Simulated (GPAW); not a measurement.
# zinc-blende (ZnS)₁₋ₓ(ZnSe)ₓ at x = 0.125: the Zn K absorption edge, part 2 of 3

What does the Zn K edge look like in zinc-blende (ZnS)₁₋ₓ(ZnSe)ₓ at x = 0.125?

GPAW 26.7.0; X-ray absorption from dipole matrix elements to empty bands, plane-wave PAW PBE.

So far. Step 3 (Ground state of the crystal): The mesh shows a gap of 1.91 eV. The excited electron is kept all the same, so that all members of the series, with or without a gap, are treated alike.

**5. Spectrum with XCH, Zn atom 1**

The holes are 7.7 Å apart. In GPAW the data set carries the hole's charge, so charge=0 means a charged cell and charge=-1 a neutral one. The excited electron is kept in the cell, where it fills the lowest empty states and screens the hole. After the field has converged, empty bands are computed with the density fixed and the dipole matrix elements are summed.

The absorber has 3 S at 2.34 Å and 1 Se at 2.42 Å (distorted tetrahedral).

File xas.py:

```python
import numpy as np
from ase import Atoms
from ase.parallel import parprint, paropen
from gpaw import GPAW, PW, FermiDirac, Mixer, MixerDif, setup_paths
from gpaw.test import gen
setup_paths.insert(0, '.')
gen('Zn', name='fch1s', xcname='PBE', corehole=(1, 0, 1), write_xml=True)
from gpaw.mpi import world
world.barrier()

atoms = Atoms('ZnSZnSeZnSZnSZnSZnSZnSZnS',
    cell=[[0, 5.44225, 5.44225],
     [5.44225, 0, 5.44225],
     [5.44225, 5.44225, 0]],
    scaled_positions=[[0.9969105, 0.9988528, 0.009812],
     [0.1252951, 0.1273024, 0.1249167],
     [0.995408, 0.9958786, 0.4963743],
     [0.124329, 0.1253034, 0.6244964],
     [0.9981478, 0.5023847, 0.0010741],
     [0.1251178, 0.6264317, 0.1242564],
     [0.9970642, 0.5112036, 0.4961224],
     [0.1254378, 0.6243787, 0.6261396],
     [0.5000916, 0.999436, 0.0023707],
     [0.6246824, 0.1254278, 0.1260725],
     [0.5097311, 0.9963209, 0.4981742],
     [0.6238052, 0.1248006, 0.6273897],
     [0.4997703, 0.4999243, 0.999531],
     [0.6239585, 0.6252171, 0.125259],
     [0.5006751, 0.4996284, 0.4995324],
     [0.6251058, 0.6243668, 0.6249909]],
    pbc=True)
atoms.calc = calc = GPAW(legacy_gpaw=True, mode=PW(400, force_complex_dtype=True), xc='PBE', setups={0: 'fch1s'},
    kpts={'size': (3, 3, 3), 'gamma': True}, occupations=FermiDirac(0.04),
    charge=-1, mixer=Mixer(0.1, 5, 50), maxiter=150,
    convergence={'density': 0.0001, 'eigenstates': 1e-6}, txt='scf.txt')
energy = atoms.get_potential_energy() + calc.get_reference_energy()
ef = calc.get_fermi_level()
out = dict(energy=energy, fermi=ef, forces=atoms.get_forces().tolist())
parprint(f'all-electron energy {energy:.4f} eV, Fermi level {ef:.4f} eV')
ev = np.array([[calc.get_eigenvalues(k, s) for k in range(len(calc.get_ibz_k_points()))] for s in range(calc.get_number_of_spins())])
out['homo'], out['lumo'], out['counts'] = ev[ev < ef].max(), ev[ev > ef].min(), sorted(set((ev < ef).sum((0, 2)).tolist()))
out['filled'] = (ev[:, 0] < ef).sum(1).tolist()

from ase.units import Ha
from gpaw.xas import dipole_matrix_elements
nb = int(calc.get_number_of_electrons() / 2) + 165
top, nb = nb, nb + 8 + nb // 12
nscf = calc.fixed_density(kpts={'size': (4, 4, 4), 'gamma': True}, nbands=nb,
    convergence={'bands': top, 'eigenstates': 5e-3}, maxiter=60, txt='nscf.txt')
cell = atoms.cell.array
ops = [cell.T @ U.T @ np.linalg.inv(cell.T) for U in nscf.wfs.kd.symmetry.op_scc]
filled = [72]  # bands filled in the ground state, by spin
E = np.arange(-6, 30, 0.1)
fwhm = np.interp(E, [4, 25], [1.67, 3.5])
Y, X, zero, highest = 0, 0, 1e9, 1e9
for spin in range(nscf.get_number_of_spins()):
    wfs = nscf.wfs
    mine = wfs.bd.get_slice()  # this rank's bands
    A = dipole_matrix_elements(wfs.setups[0])
    eps = np.zeros((wfs.kd.nibzkpts, nb))
    d = np.zeros((3, A.shape[1], wfs.kd.nibzkpts, nb), complex)
    for kpt in wfs.kpt_u:
        if kpt.s == spin and 0 in kpt.P_ani:
            eps[kpt.k, mine] = kpt.eps_n * Ha
            d[:, :, kpt.k, mine] = (kpt.weight * wfs.nspins / 2) ** 0.5 * np.inner(A, kpt.P_ani[0])
    world.sum(eps)
    world.sum(d)
    T = np.einsum('amkn,bmkn->abkn', d, d.conj()).real
    T = sum(np.einsum('ai,ijkn,bj->abkn', R, T, R) for R in ops) / len(ops)
    empty = np.ones_like(eps, bool) & (np.arange(nb) >= filled[spin])
    zero, highest = min(zero, eps[empty].min()), min(highest, eps[:, top - 1].min())
    lines = [(eps, T, empty)] if spin == 0 else lines + [(eps, T, empty)]
for eps, T, empty in lines:
    f = np.einsum('aakn->akn', T).reshape(3, -1)
    x = eps.ravel() - zero
    w = np.interp(x, E, fwhm) / 2.35482
    g = np.exp(-0.5 * ((E[:, None] - x) / w) ** 2) / (w * (2 * np.pi) ** 0.5)
    Y = Y + (f * empty.ravel()) @ g.T
    X = X + (f * ~empty.ravel()) @ g.T
out.update(E=E.round(2).tolist(), xas=Y.tolist(), xes=X.tolist(), zero=zero, valid=highest - zero, nk=len(eps), nb=nb)
for i in range(0, len(E), 10):
    parprint(f'{E[i]:7.2f}', *(f'{v:10.3e}' for v in Y[:, i]))
import json
with paropen('out.json', 'w') as f:
    json.dump(out, f)
```

The run is started by

```console
$ OMP_NUM_THREADS=1 mpirun -n 4 gpaw python xas.py
```

Numbers of over 12 decimals in the logs are rounded to 6 here.

What it wrote:

```text
Input parameters:
  charge: -1
  convergence: {density: 0.0001,
                eigenstates: 1e-06}
  kpts: {gamma: True,
         size: (3, 3, 3)}
  maxiter: 150
  mixer: {backend: pulay,
          beta: 0.1,
          method: separate,
          nmaxold: 5,
          weight: 50}
  mode: {ecut: 400.0,
         force_complex_dtype: True,
         name: pw}
  occupations: {fixmagmom: False,
                name: fermi-dirac,
                width: 0.04}
  setups: {0: fch1s}
  xc: PBE

Initialize ...

[... PAW data sets ...]

Reference energy: -523298.711998  # eV

Spin-paired calculation

[... convergence settings ...]
Symmetries present (total): 1
  [... symmetry matrices ...]

27 k-points: 3 x 3 x 3 Monkhorst-Pack grid
14 k-points in the irreducible part of the Brillouin zone
       k-points in crystal coordinates                weights
   0:     0.00000000    0.00000000    0.00000000          1/27
   1:     0.00000000    0.00000000    0.33333333          2/27
   2:     0.00000000    0.33333333   -0.33333333          2/27
   3:     0.00000000    0.33333333    0.00000000          2/27
   4:     0.00000000    0.33333333    0.33333333          2/27
   5:     0.33333333   -0.33333333   -0.33333333          2/27
   6:     0.33333333   -0.33333333    0.00000000          2/27
   7:     0.33333333   -0.33333333    0.33333333          2/27
   8:     0.33333333    0.00000000   -0.33333333          2/27
   9:     0.33333333    0.00000000    0.00000000          2/27
          ...
  13:     0.33333333    0.33333333    0.33333333          2/27

Wave functions: Plane wave expansion
  Cutoff energy: 400.000 eV
  Number of coefficients (min, max): 5840, 5961
  Pulay-stress correction: 0.000000 eV/Ang^3 (de/decut=0.000000)
  Using FFTW library
  Wavefunction extrapolation:
    Improved wavefunction reuse through dual PAW basis

Occupation numbers: Fermi-Dirac:
  width: 0.0400  # eV

Eigensolver
   Davidson(niter=2)

Densities:
  Coarse grid: 36*36*36 grid
  Fine grid: 72*72*72 grid
  Total Charge: 0.000000

Density mixing:
  Method: separate
  Backend: pulay
  Linear mixing parameter: 0.1
  old densities: 5
  Width of damping distribution: 1.1
  Damping of long wavelength oscillations: 50

[... Hamiltonian set-up ...]
Number of atoms: 16
Number of atomic orbitals: 104
Number of bands in calculation: 91
Number of valence electrons: 145
Bands to converge: occupied

... initialized

Initializing position-dependent things.

Density initialized from atomic densities
Creating initial wave functions:
  91 bands from LCAO basis set

                             Zn

                    Zn
                      Zn

             Zn            Zn
                        S
                  Zn         Zn
                S   Zn
                  S

         S             S

              S
                Se

       S

Atomic positions and initial magnetic moments

Positions:
   0 Zn     5.489406    5.478836   10.861443    ( 0.0000,  0.0000,  0.0000)
   1 S      1.372639    1.361715    1.374699    ( 0.0000,  0.0000,  0.0000)
   2 Zn     8.121213    8.118652   10.837079    ( 0.0000,  0.0000,  0.0000)
   3 Se     4.080598    4.075295    1.358562    ( 0.0000,  0.0000,  0.0000)
   4 Zn     2.739949    5.438015    8.166273    ( 0.0000,  0.0000,  0.0000)
   5 S      4.085432    1.357157    4.090120    ( 0.0000,  0.0000,  0.0000)
   6 Zn     5.482120    8.126295    8.208370    ( 0.0000,  0.0000,  0.0000)
[...]
13 S      4.084279    4.077429    6.798326    ( 0.0000,  0.0000,  0.0000)
  14 Zn     5.437683    5.443379    5.443902    ( 0.0000,  0.0000,  0.0000)
  15 S      6.799317    6.803339    6.799942    ( 0.0000,  0.0000,  0.0000)

Unit cell:
           periodic     x           y           z      points  spacing
  1. axis:    yes    0.000000    5.442250    5.442250    36     0.1746
  2. axis:    yes    5.442250    0.000000    5.442250    36     0.1746
  3. axis:    yes    5.442250    5.442250    0.000000    36     0.1746

  Lengths:   7.696504   7.696504   7.696504
  Angles:   60.000000  60.000000  60.000000

Effective grid spacing dv^(1/3) = 0.1905

iter:   1   -63.573620
iter:   2   -62.246554   -0.29  -1.18
iter:   3   -60.098092   -0.88  -1.26
iter:   4   -60.104651   -1.63  -1.54
iter:   5   -60.062431c  -2.07  -1.57
iter:   6   -60.045945c  -2.55  -1.98
iter:   7   -60.035350c  -3.18  -2.16
iter:   8   -60.033151c  -4.02  -2.90
iter:   9   -60.032440c  -3.71  -2.95
iter:  10   -60.031735c  -4.79  -3.30
iter:  11   -60.031691c  -5.36  -3.43
iter:  12   -60.031846c  -5.48  -3.44
iter:  13   -60.031711c  -5.15  -3.64
iter:  14   -60.031712c  -6.10c -3.98
iter:  15   -60.031712c  -6.30c -4.07c

Converged after 15 iterations.

Dipole moment: (-24.964823, -24.712324, -22.241845) |e|*Ang

Energy contributions relative to reference atoms: (reference = -523298.711998)

Kinetic:       +114.186889
Potential:      -98.791852
External:        +0.000000
XC:             -75.570468
Entropy (-ST):   -0.017442
Local:           +0.152440
SIC:             +0.000000
--------------------------
Free energy:    -60.040433
Extrapolated:   -60.031712

Showing only first 2 kpts
 Kpt  Band  Eigenvalues  Occupancy
  0    70      3.76159    2.00000
  0    71      3.76219    2.00000
  0    72      5.41127    2.00000
  0    73      6.35063    1.99999

  1    70      3.55910    2.00000
  1    71      3.56010    2.00000
  1    72      6.30185    2.00000
[...]
Fermi level: 6.86013

No gap
No difference between direct/indirect transitions

Forces in eV/Ang:
  0 Zn    0.07561    0.08419   -0.09036
  1 S     0.19091    0.19299    0.23281
  2 Zn   -0.01879   -0.01878   -0.17091
  3 Se   -0.22107   -0.23163    0.22441
  4 Zn   -0.03201   -0.11920    0.00392
  5 S    -0.23459    0.19790   -0.19203
  6 Zn    0.18045   -0.03504    0.02562
[...]
13 S    -0.00367    0.00790   -0.00053
 14 Zn    0.00920   -0.00462   -0.01201
 15 S     0.01585    0.00488   -0.01841
Scalar-relativistic atomic PBE calculation for Zn (Zinc, Z=30)
Core hole in 1s state (1s occupation: 1.0)
600 radial gridpoints.
|------------------------------------------------|
|------------------------------------------------|
[... the atom generator's iteration count ...]

Energy contributions:
-------------------------
Kinetic:    +1457.970091
XC:           -62.631801
Potential:  -2834.535616
-------------------------
Total:      -1439.197326

state      eigenvalue         ekin         rmax
-----------------------------------------------
1s^1.0 :  -363.089361   458.784609        0.033
2s^2.0 :   -45.681210    90.109297        0.185
2p^6.0 :   -40.586365    89.039872        0.147
3s^2.0 :    -5.602745    20.202422        0.571
3p^6.0 :    -3.926114    18.237897        0.568
3d^10.0:    -1.022506    13.067112        0.532
4s^2.0 :    -0.591866     2.112153        1.874
4p^0.0 :    -0.335189     1.283448        2.317
-----------------------------------------------
(units: Bohr and Hartree)

Generating PAW setup
Kinetic energy of the core from tauc = 1335.832873827092
Cutoffs:
rc(s)=2.430
rc(p)=2.400
rc(d)=2.230
rc(vbar)=2.260
rc(comp)=2.200
rc(nct)=2.430

Kinetic energy of the core states: 1323.074664
Charge: 1.0
Core electrons: 17.0
Valence electrons: 12.0
Pseudo-core charge: 0.062099
Shape function alpha=2.066
Pseudo-electron charge 3.417638
state    eigenvalue         norm
--------------------------------
4s(2) :    -0.591866     1.201133
*s    :     0.408134
4p(0) :    -0.335189     1.021145
*p    :     0.664811
3d(10):    -1.022506     0.095327
*d    :    -0.022506
--------------------------------

Diagonalizing with gridspacing h=0.050

state   all-electron     PAW
-------------------------------
4s:      -0.591866    -0.592148
4p:      -0.335189    -0.335391
3d:      -1.022506    -1.022962
*f:                   -0.019081
-------------------------------
all-electron energy -523358.7437 eV, Fermi level 6.8601 eV
[...]
27.00  1.643e-07  1.645e-07  1.643e-07
  28.00  1.717e-07  1.719e-07  1.719e-07
  29.00  1.682e-07  1.685e-07  1.688e-07
```

Run time: 3.1 min. Hardware: 4 MPI ranks of AMD EPYC 9R14 (Zen 4), shared host; peak memory 0.76 GiB; 12 min of CPU time.

The Zn K spectrum, Zn atom 1, excited-electron core hole (neutral cell) (energy from the bottom of the conduction band, which holds the excited electron; intensity scaled to a mean of 1 over the first 20 eV):

```
E (eV)  intensity
  -2.0       0.00
  -0.5       0.01
   1.0       0.22
   2.5       0.94
   4.0       1.66
   5.5       1.73
   7.0       0.80
   8.5       0.98
  10.0       0.87
  11.5       0.99
  13.0       1.04
  14.5       1.00
  16.0       1.00
  17.5       0.97
  19.0       0.91
  20.5       0.78
  22.0       0.76
  23.5       0.83
  25.0       0.85
  26.5       0.94
```

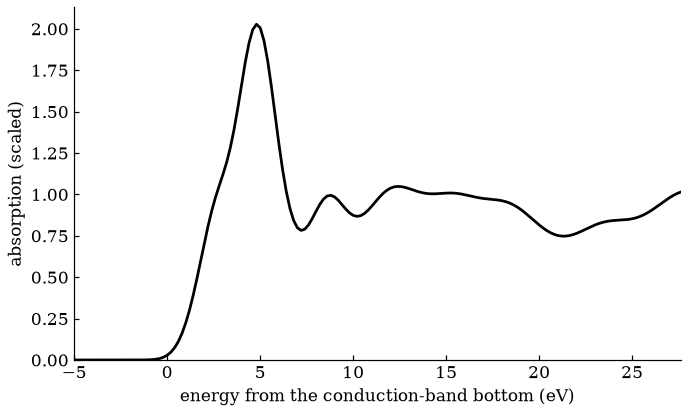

The Zn K edge, Zn atom 1, excited-electron core hole (neutral cell): main maxima at 4.8, 8.8 and 12.4 eV.

Main maxima below 27 eV (height): 4.8 eV (2.03), 8.8 eV (0.99) and 12.4 eV (1.05). A K edge sees empty p states on the absorber.

The total-energy difference is 9692.79 eV. One term is added: -30.96 eV, since the hole is spin-paired here and a spin-polarised one costs that much less in the free atom (computed apart). The photon energy is then 9661.83 eV. The tabulated edge of the element is 9659 eV. The functional leaves an error of a few eV in such absolute values.

**6. Reference energy of the cell**

The absorbing element, whose data set is made anew, changes for the next run, so it gets a reference energy of its own.

File scf.py:

```python
import numpy as np
from ase import Atoms
from ase.parallel import parprint, paropen
from gpaw import GPAW, PW, FermiDirac, Mixer, MixerDif, setup_paths
from gpaw.test import gen
setup_paths.insert(0, '.')
gen('S', name='nch1s', xcname='PBE', corehole=(1, 0, 0), write_xml=True)
from gpaw.mpi import world
world.barrier()

atoms = Atoms('ZnSZnSeZnSZnSZnSZnSZnSZnS',
    cell=[[0, 5.44225, 5.44225],
     [5.44225, 0, 5.44225],
     [5.44225, 5.44225, 0]],
    scaled_positions=[[0.9969105, 0.9988528, 0.009812],
     [0.1252951, 0.1273024, 0.1249167],
     [0.995408, 0.9958786, 0.4963743],
     [0.124329, 0.1253034, 0.6244964],
     [0.9981478, 0.5023847, 0.0010741],
     [0.1251178, 0.6264317, 0.1242564],
     [0.9970642, 0.5112036, 0.4961224],
     [0.1254378, 0.6243787, 0.6261396],
     [0.5000916, 0.999436, 0.0023707],
     [0.6246824, 0.1254278, 0.1260725],
     [0.5097311, 0.9963209, 0.4981742],
     [0.6238052, 0.1248006, 0.6273897],
     [0.4997703, 0.4999243, 0.999531],
     [0.6239585, 0.6252171, 0.125259],
     [0.5006751, 0.4996284, 0.4995324],
     [0.6251058, 0.6243668, 0.6249909]],
    pbc=True)
atoms.calc = calc = GPAW(legacy_gpaw=True, mode=PW(400, force_complex_dtype=True), xc='PBE', setups={1: 'nch1s'},
    kpts={'size': (3, 3, 3), 'gamma': True}, occupations=FermiDirac(0.02),
    charge=0, mixer=Mixer(0.1, 5, 50), maxiter=150,
    convergence={'density': 0.0001, 'eigenstates': 1e-6}, txt='scf.txt')
energy = atoms.get_potential_energy() + calc.get_reference_energy()
ef = calc.get_fermi_level()
out = dict(energy=energy, fermi=ef, forces=atoms.get_forces().tolist())
parprint(f'all-electron energy {energy:.4f} eV, Fermi level {ef:.4f} eV')
ev = np.array([[calc.get_eigenvalues(k, s) for k in range(len(calc.get_ibz_k_points()))] for s in range(calc.get_number_of_spins())])
out['homo'], out['lumo'], out['counts'] = ev[ev < ef].max(), ev[ev > ef].min(), sorted(set((ev < ef).sum((0, 2)).tolist()))
out['filled'] = (ev[:, 0] < ef).sum(1).tolist()
import json
with paropen('out.json', 'w') as f:
    json.dump(out, f)
```

The run is started by

```console
$ OMP_NUM_THREADS=1 mpirun -n 4 gpaw python scf.py
```

What it wrote:

```text
Input parameters:
  convergence: {density: 0.0001,
                eigenstates: 1e-06}
  kpts: {gamma: True,
         size: (3, 3, 3)}
  maxiter: 150
  mixer: {backend: pulay,
          beta: 0.1,
          method: separate,
          nmaxold: 5,
          weight: 50}
  mode: {ecut: 400.0,
         force_complex_dtype: True,
         name: pw}
  occupations: {fixmagmom: False,
                name: fermi-dirac,
[...]
3s(2) :    -0.634076     1.192540
*s    :     0.365924
3p(4) :    -0.257545     0.999977
*p    :     0.742455
*d    :     0.000000
--------------------------------

Diagonalizing with gridspacing h=0.050

state   all-electron     PAW
-------------------------------
3s:      -0.634076    -0.634693
3p:      -0.257545    -0.257957
*d:                    0.042231
*f:                    0.074234
-------------------------------
all-electron energy -533051.5342 eV, Fermi level 4.3705 eV
[key lines of the parts left out:]
Converged after 16 iterations.
Dipole moment: (-24.767179, -24.548560, -22.216635) |e|*Ang
Free energy:    -54.049302
Fermi level: 4.37045
```

It took 41 s on 4 MPI ranks; peak memory 0.35 GiB; 2.7 min of CPU time.

Reference energy: -533051.534 eV with the cores included.

[end of part 2 of 3]

[Banner, clock and machine lines of the logs are left out without a mark of their own.]

[Logs are printed without paths, hosts, clocks, repeated set-up lines and the standing remarks that a program may print on its own settings, such as how far it seeks lower states.]

[Hosts, paths, dates, database ids (printed as entryN), source tags and the programs' standing remarks are cut or masked in the printed files.]

[Lists of maxima count a maximum above −3 eV only where it reaches 4 % of the highest in the window and stands out from its surroundings by 2 % of it (1.5 % where it reaches 55 %); shoulders and weaker maxima are passed over, and of the rest the first, up to two pre-edge ones and the few strongest are named.]
